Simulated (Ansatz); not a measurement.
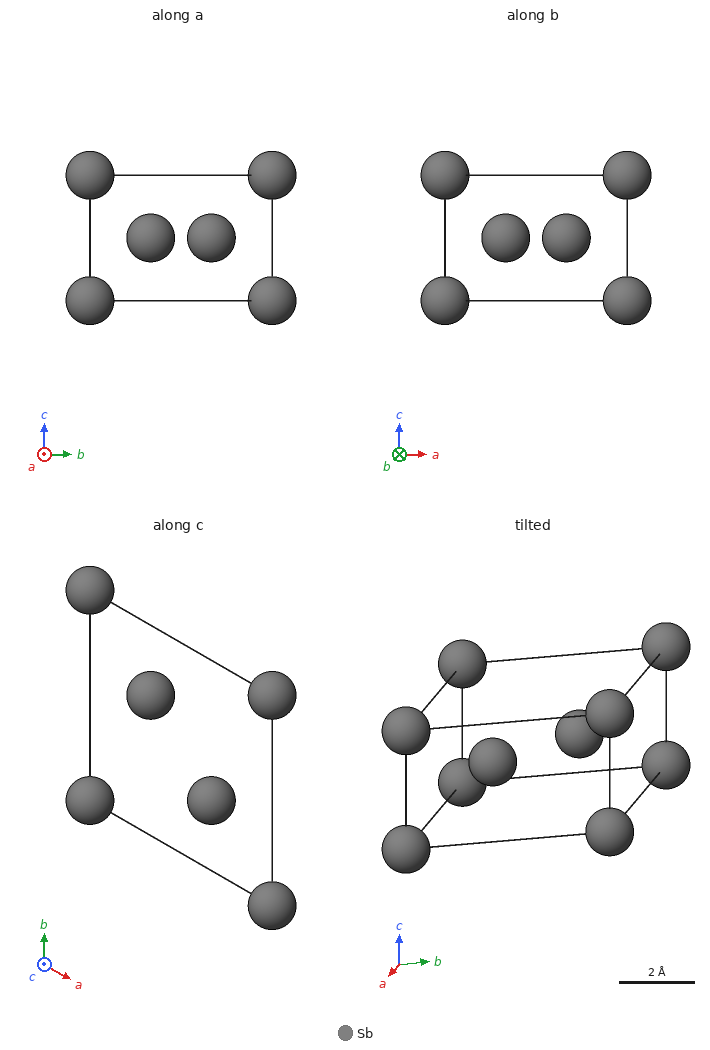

A spheres-only rendering, viewed along the a axis, along the b axis, along the c axis and slightly off an axis. The box is the conventional unit cell; atoms on or close to its faces, edges and corners are drawn wherever they repeat.

Lattice parameters: a = 5.6177 Å, b = 5.6177 Å, c = 3.3500 Å, α = 90.000°, β = 90.000°, γ = 120.000°.

> Give the structure in the form of a CIF in P1 with every atom of the cell.

```cif
data_structure
_symmetry_space_group_name_H-M 'P 1'
_symmetry_Int_Tables_number 1
_cell_length_a 5.6177
_cell_length_b 5.6177
_cell_length_c 3.3500
_cell_angle_alpha 90.000
_cell_angle_beta 90.000
_cell_angle_gamma 120.000
_cell_volume 91.56
loop_
_atom_site_label
_atom_site_type_symbol
_atom_site_fract_x
_atom_site_fract_y
_atom_site_fract_z
_atom_site_occupancy
Sb1 Sb 0.0000 0.0000 0.0000 1
Sb2 Sb 0.3333 0.6667 0.5000 1
Sb3 Sb 0.6667 0.3333 0.5000 1
```

The structure comes from a structure type filled with this element by a generator (whether the element takes this form wasn't checked). Earlier steps of the study may have refined or changed the cell and positions. A calculation with Ansatz used it as input.
